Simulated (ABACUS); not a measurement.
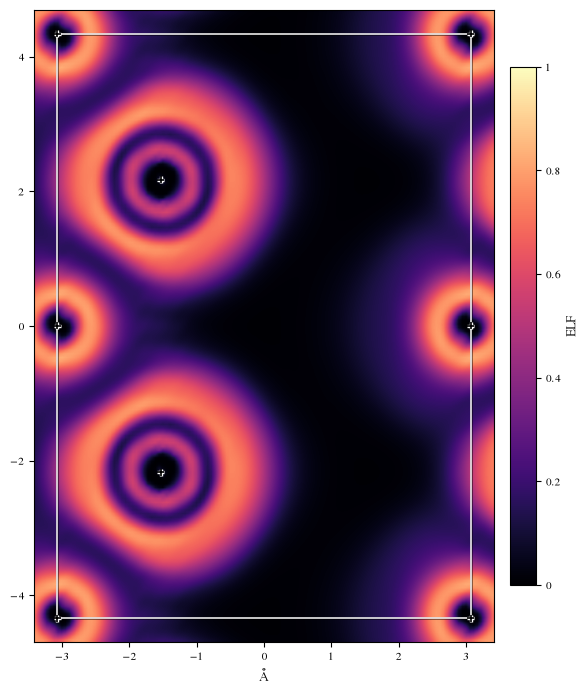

The ELF on a plane through atoms (crosses mark nuclei in the plane).

These are results of Kohn-Sham DFT of a periodic cell, PBEsol, PseudoDojo NC SR 0.4.1 PBEsol standard (ABACUS 3.10.1), not measurements.

Candidates:
A. AlN, a = 3.11 Å, b = 3.11 Å, c = 4.98 Å, α = 90.00°, β = 90.00°, γ = 120.00°. Space group P6₃mc.
B. CdSe, a = 6.14 Å, b = 6.14 Å, c = 6.14 Å, α = 90.00°, β = 90.00°, γ = 90.00°. Space group F-43m; a structure from a database of computed crystals, not necessarily the ambient phase.

Question: Which candidate gave the map?

Answer: Candidate B: CdSe on the (110) plane of the conventional cell, which holds Cd and Se. Cd–Se (2.66 Å): the ELF is about 0.40 at the midpoint and 0.15 at its lowest between the atoms.
